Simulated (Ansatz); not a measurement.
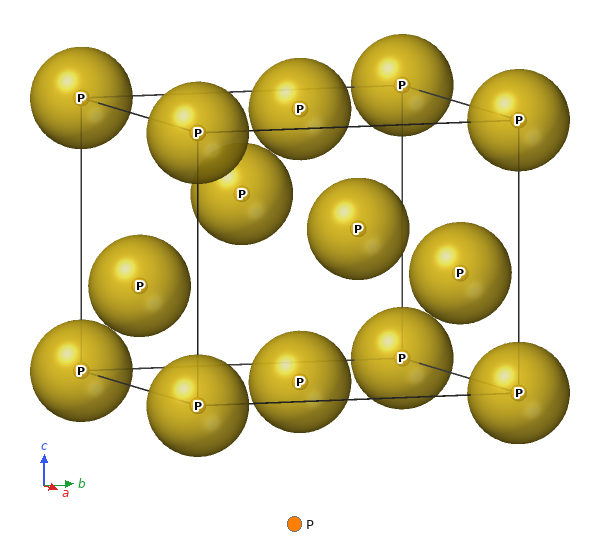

P. Isosurface of the magnetisation density (up minus down) at +0.08 e/Å³ (yellow), seen slightly off an axis.

Space group P4/nmm; a structure from a database of computed crystals, not necessarily the ambient phase; spin-polarised.

Method: DFT PBEsol, scalar-relativistic, plane waves, PAW in Ansatz.

Core electrons are frozen (PAW), and the valence fields are smoothed inside the atomic spheres.

**Where is the spin, and how is it ordered?**

The spin density sits on P: +2.9 μB (×4) in one cell of 4 atoms: parallel main moments (a ferromagnetic arrangement) in this solution. The cell of the calculation (4 atoms) carries 12.0 μB of net spin moment.
